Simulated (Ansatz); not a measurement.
Consider Cr.

Input

```
crystal:
  lattice:
    - [-1.49433666, 1.54520073, 1.39321534]
    - [1.56967216, -1.45095608, 1.37430619]
    - [1.40634308, 1.3629625, -1.29897069]
  atoms:
    - { symbol: Cr, position: [0.0, 0.0, 0.0], spin: 1.5 }
hamiltonian:
  xc: pbe
  pseudopotentials: { kind: paw }
magnetization:
  spin_polarized: true
  initial_magnetization: 1.5
  spin_locking: { lock_magnetization: hard }
kpoints:
  mp_grid: { grid: [11, 11, 11] }
scf:
  occupations: { method: fermi_dirac, width: 0.05 }
  lower_state_search: "off"
output:
  forces: true
  stress: true
  eigenvalues: true
  write_density: true
  write_potential: true
  elf: true
  volumetric_format: npy
```

Launched as:

```sh
ansatz run input.yaml --threads 2 --pin off --max-ram 5632MiB --backend cpu --events-out ev --progress --plain --runs-dir out
```

Below, planes, directions and counts refer to the conventional cell (a = 2.35 Å, b = 2.54 Å, c = 2.54 Å, α = 110.17°, β = 111.20°, γ = 105.10°).

Space group P-1; computed pressure about 11 GPa in this cell; spin-polarised.

Theory: Kohn-Sham DFT of a periodic cell, PBE, Ansatz PAW in Ansatz 0.2.0.

### Predict the valence pseudo-density, electron localisation function and spin density between the atoms.

Cr–Cr (2.54 Å): ρ is about 0.32 e/Å³ halfway; the ELF is about 0.25 at the midpoint (no localised pair shows between them).
The spin density sits on Cr: +1.3 μB in one cell of 1 atoms: parallel main moments, as they must be, since the calculation's own cell holds one magnetic site. The cell of the calculation (1 atoms) carries 1.5 μB of net spin moment.

### Does the calculation make it a metal, or give it a gap?

It is gapless in this calculation (a metal or semimetal).

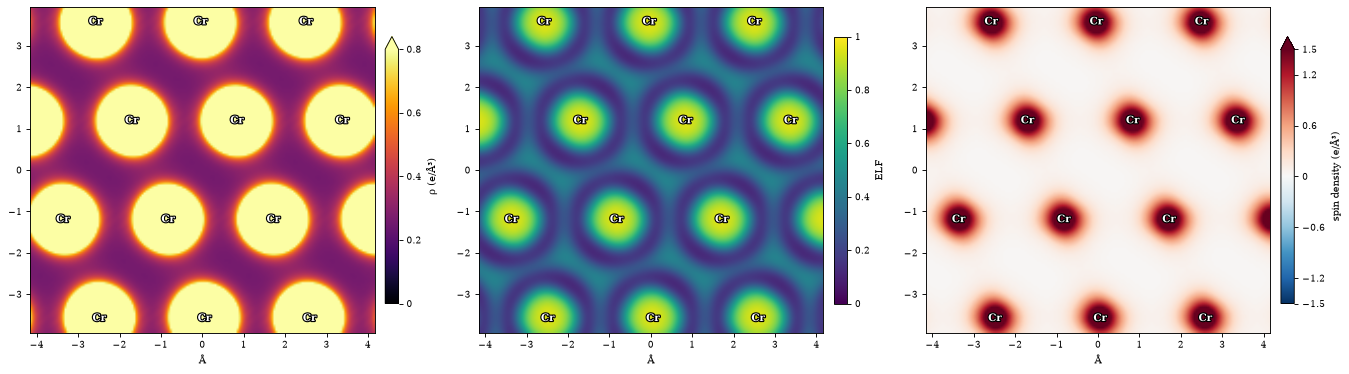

Computed valence pseudo-density, electron localisation function and spin density on the (100) plane of the conventional cell, in this order. 

The density is the valence pseudo-density of a PAW calculation; it isn't the true density close to the nuclei.
